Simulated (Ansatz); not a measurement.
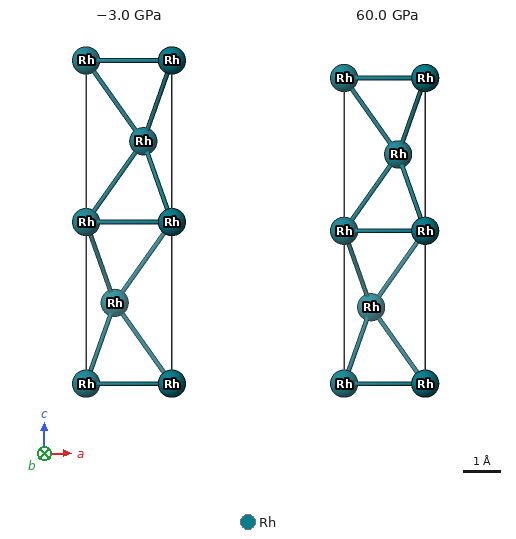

Solid Rh (set up in P6_3/mmc), relaxed (cell and atoms) at several target pressures. The picture shows the first and the last member. The picture is a ball-and-stick view of the cell of the calculation, seen along the b axis.

Computed with Ansatz 0.2.0: DFT PBE, scalar-relativistic, plane waves, PAW. Set-up: plane-wave cutoff 420 eV; k-point mesh 18 × 18 × 6; occupations gaussian; smearing width 0.1 eV; no spin polarisation; cell and atoms relaxed; force threshold 0.008 eV/Å.

```json
{"pressure (GPa)": "−3.0", "volume (Å³/atom)": "14.240", "a (Å)": "2.722", "c (Å)": "8.878"}
{"pressure (GPa)": "0.0", "volume (Å³/atom)": "14.070", "a (Å)": "2.711", "c (Å)": "8.843"}
{"pressure (GPa)": "3.0", "volume (Å³/atom)": "13.911", "a (Å)": "2.701", "c (Å)": "8.809"}
{"pressure (GPa)": "8.0", "volume (Å³/atom)": "13.668", "a (Å)": "2.685", "c (Å)": "8.758"}
{"pressure (GPa)": "15.0", "volume (Å³/atom)": "?", "a (Å)": "?", "c (Å)": "?"}
{"pressure (GPa)": "30.0", "volume (Å³/atom)": "12.827", "a (Å)": "2.628", "c (Å)": "8.577"}
{"pressure (GPa)": "60.0", "volume (Å³/atom)": "12.028", "a (Å)": "2.572", "c (Å)": "8.397"}
```

### One row is withheld. What does the calculation give there?

Murnaghan's form V = V₀(1 + B′P/B₀)^(−1/B′), with V₀ = 14.070 Å³ from the row at zero pressure, fits the other rows with B₀ = 258 GPa and B′ = 4.73 (largest miss 0.002 Å³). At 15.0 GPa it gives 14.070 × (1 + 4.73 × 15.0/258)^(−1/4.73) = 13.366 Å³ per atom. The calculation gives 13.365 Å³/atom (a = 2.665 Å, c = 8.694 Å). The estimate is 0.001 Å³/atom too high. From the first member to the last: Rh–Rh 2.719 → 2.571 Å.

The whole series:

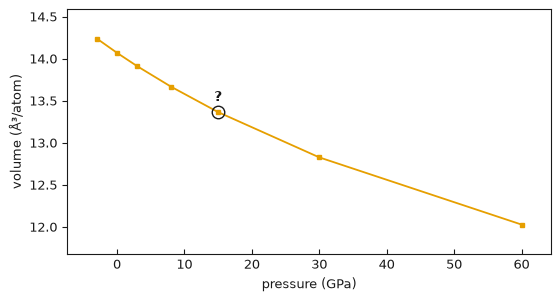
